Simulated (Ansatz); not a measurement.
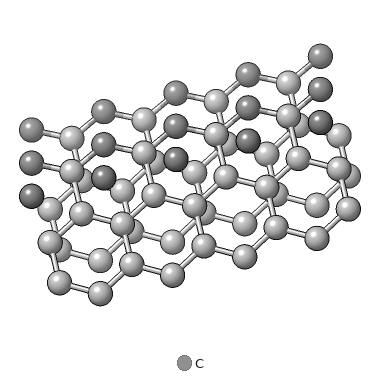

The system is H on a C(011) slab cut from the Fmmm phase, its upper half relaxed before the scan (12 atoms of substrate and one adsorbate in a 2 × 1 cell); the picture shows it without the atoms that are moved over the map. H is moved over the surface cell at a fixed height above a rigid substrate; the origin of the map has the adsorbate above C11; the height is held at 3.10 Å. Places are given modulo a cell vector. The map is drawn in real space over the plane of the surface. Grid: 6 × 6 points; 24 points were computed and 12 follow by symmetry. Places are given in fractions of the 1 × 1 surface cell. Energies are in meV, from the lowest grid point. At a fixed height the lowest place need not be the adsorption site. The calculation used DFT PBE+D3(BJ), scalar-relativistic, plane waves, PAW in Ansatz 0.2.0. Settings: cutoff 420 eV, k-mesh 6×7×1, gaussian smearing 0.05 eV, spin-polarised.

Range: position of H13 along the first surface vector from 0.000 to 0.833; position of H13 along the second surface vector from 0.000 to 0.833.

### What will the energy surface look like?

The lowest grid point is at the top site over a surface C atom, (0/6, 0/6) of the cell vectors. The bottom of the well lies between grid points, at about (0.00, 0.06) of the cell vectors, about 1.4 meV lower on the interpolated surface. No other kind of well shows on this grid. The highest grid point, a fourfold hollow, (3/6, 3/6) of the cell vectors, lies 36.6 meV above the lowest. On the interpolated surface the easiest way out of the lowest well to its copy in the next cell or period passes a barrier of about 12 meV, counted from the interpolated bottom of the well. At the lowest point the adsorbate has 1 C at 3.10 Å as nearest neighbours, at the highest 5 C at 3.91 Å.

```tsv
second ↓, first →	0/6	1/6	2/6	3/6	4/6	5/6
5/6	16.2	18.2	22.2	24.2	22.2	18.2
4/6	32.7	33.5	35.1	35.9	35.1	33.5
3/6	34.8	35.3	36.1	36.6	36.1	35.3
2/6	21.9	23.0	25.1	26.2	25.1	23.0
1/6	3.7	6.1	10.8	13.1	10.8	6.1
0/6	0.0	3.0	8.8	11.7	8.8	3.0
```

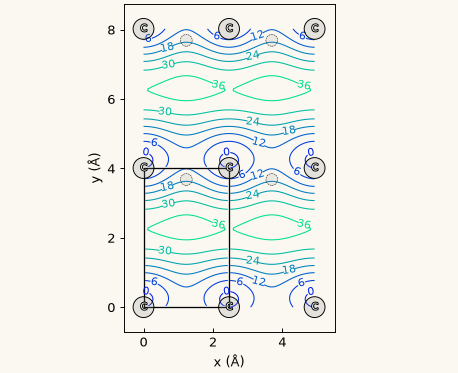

The picture shows contour lines labelled in meV, labelled circles for the atoms of the top layer and small ones for the second layer, the outline of one cell of the 2 × 2 shown. Between grid points the surface is interpolated.

The whole map (24 points run) took 25 min on 2 threads of Arm Neoverse V2 (shared host).

PAW datasets: the set soft_1.
